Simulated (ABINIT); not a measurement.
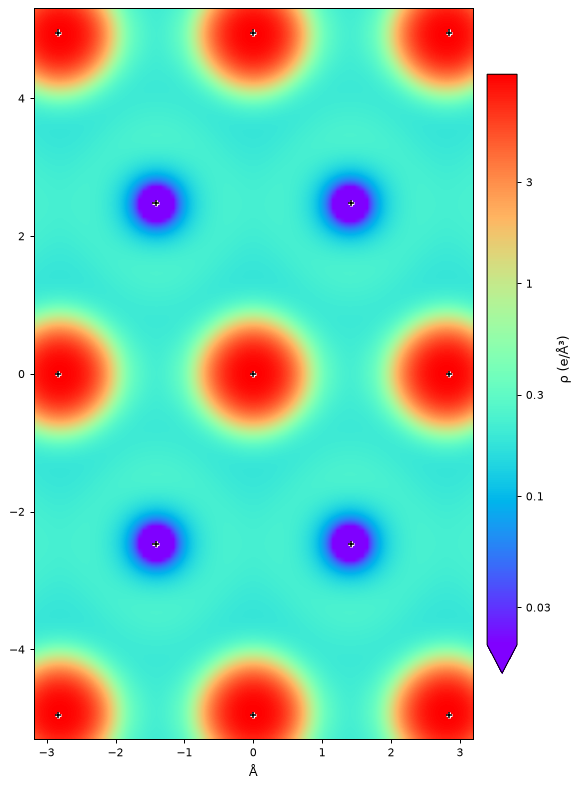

The valence pseudo-density on a plane through atoms (crosses mark nuclei in the plane).

These are results of ABINIT 10.8.3, Kohn-Sham DFT of a periodic cell, PBE, JTH PAW PBE v2.0, not measurements.

Candidates:
A. TiAl, a = 2.84 Å, b = 2.84 Å, c = 4.06 Å, α = 90.00°, β = 90.00°, γ = 90.00°. Space group P4/mmm.
B. BeTe, a = 5.54 Å, b = 5.54 Å, c = 5.54 Å, α = 90.00°, β = 90.00°, γ = 90.00°. Space group F-43m; computed pressure about 5 GPa in this cell.

> Which system is this?

Candidate A: TiAl on the (011) plane of the conventional cell, which holds Ti and Al. Ti–Ti (2.84 Å): the density is about 0.22 e/Å³ at the midpoint. Al–Al (2.84 Å): ρ is about 0.22 e/Å³ halfway.
